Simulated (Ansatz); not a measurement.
**MoS2: density, localisation and related maps**

Input

```
crystal:
  lattice:
    - [3.1414322073, 0.0, 0.0]
    - [-1.5707161036, 2.8837937016, 0.0]
    - [0.0, 0.0, 12.5788196111]
  atoms:
    - { symbol: Mo, position: [0.3333333333, 0.6666666667, 0.25] }
    - { symbol: Mo, position: [0.6666666667, 0.3333333333, 0.75] }
    - { symbol: S, position: [0.3333333333, 0.6666666667, 0.6260538431] }
    - { symbol: S, position: [0.6666666667, 0.3333333333, 0.1260538431] }
    - { symbol: S, position: [0.3333333333, 0.6666666667, 0.8739461569] }
    - { symbol: S, position: [0.6666666667, 0.3333333333, 0.3739461569] }
basis:
  ecutwfc: 420
kpoints:
  mp_grid: { grid: [12, 12, 2] }
hamiltonian:
  xc: pbesol
scf:
  occupations: { method: gaussian, width: 0.05 }
output:
  forces: true
  stress: true
  eigenvalues: true
  write_density: true
  write_potential: true
  elf: true
  volumetric_format: npy
```

Command:

```sh
ansatz run input.yaml --threads 1 --pin off --max-ram 2560MiB --backend cpu --events-out ev --progress --plain --runs-dir out
```

Below, planes, directions and counts refer to the conventional cell (a = 3.14 Å, b = 5.77 Å, c = 12.58 Å, α = 90.00°, β = 90.00°, γ = 90.00°).

Space group Cmcm; changed on purpose from its base cell (strain +0.0600 x Voigt [0, 1, 0, 0, 0, 0], atoms carried along); not relaxed (largest force 0.6 eV/Å); computed pressure about −7 GPa in this cell; computed without spin polarisation.

Computed with Ansatz, DFT PBEsol, scalar-relativistic, plane waves, PAW.

The density is the valence pseudo-density of a PAW calculation; it isn't the true density close to the nuclei.

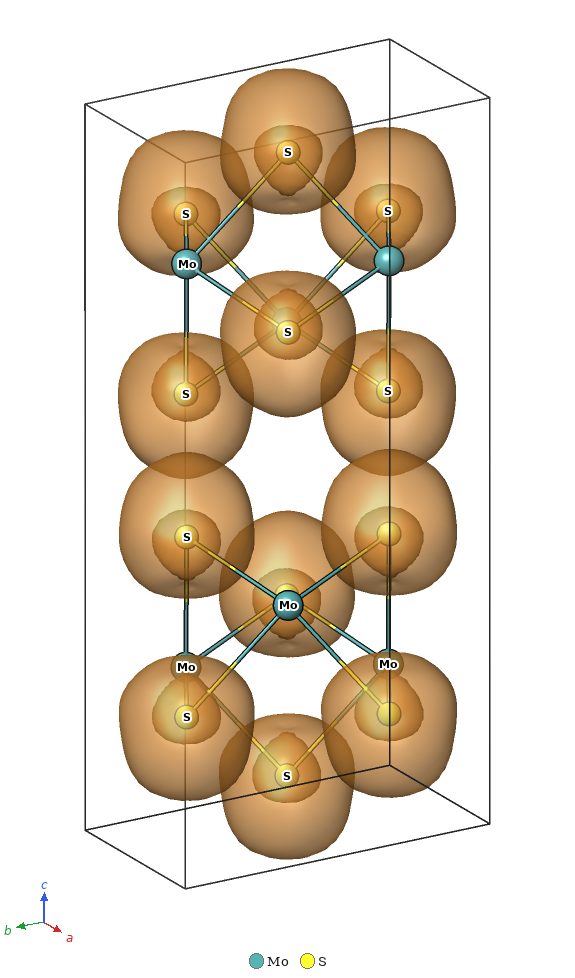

Figure 1. Isosurface of the ELF at 0.7 (orange), seen at an oblique angle. Only the valence region is drawn (cores and ρ < 0.01 e/Å³ removed). Sticks mark near contacts.

What do the ELF domains correspond to?

The ELF exceeds this value in eight regions wrapped around S (the valence shell of each), counted in one cell of 12 atoms. Any copies at cell faces, edges or corners count once. Along the contacts the grid gives the following. Mo–S (2.41 Å): the ELF peaks at about 0.85 in the valence shell of S, 0.8 Å from its nucleus, and is about 0.45 at the midpoint. Mo–S (2.48 Å): the ELF peaks at about 0.85 in the valence shell of S, 0.8 Å from its nucleus, and is about 0.45 at the midpoint.

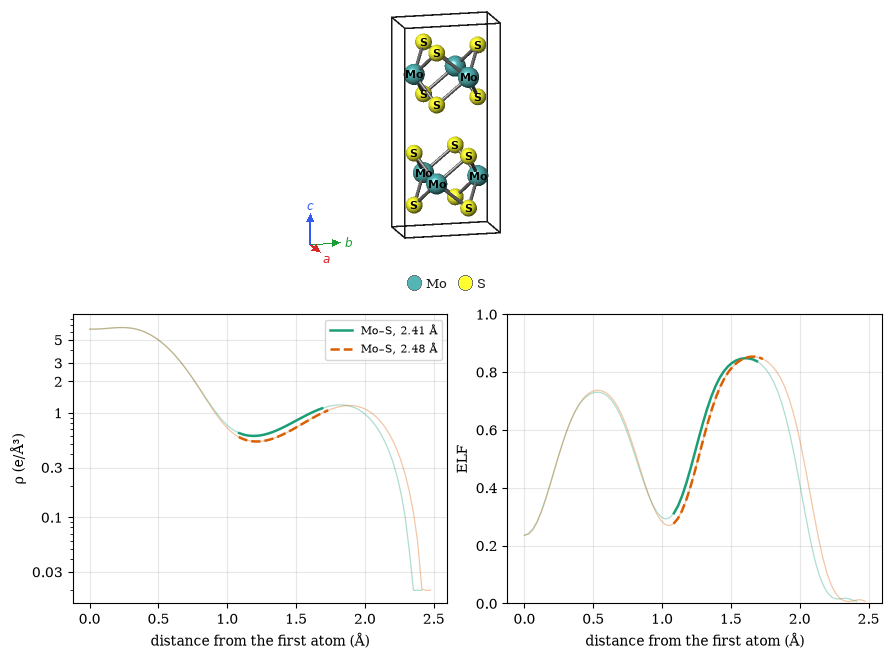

Figure 2. Valence pseudo-density and electron localisation function along straight lines between neighbouring atoms. Thin, pale parts lie inside the atomic spheres. The structure is drawn too.

Compare the contacts.

Mo–S (2.41 Å): ρ is about 0.6 e/Å³ halfway; the ELF peaks at about 0.85 in the valence shell of S, 0.8 Å from its nucleus, and is about 0.45 at the midpoint.
Mo–S (2.48 Å): ρ is about 0.53 e/Å³ halfway; the ELF peaks at about 0.85 in the valence shell of S, 0.8 Å from its nucleus, and is about 0.45 at the midpoint.

Does the calculation give a band gap?

It is gapped, with a Kohn–Sham gap of 0.83 eV on the k-point mesh (the band edges may lie off the mesh, which would make the gap smaller).
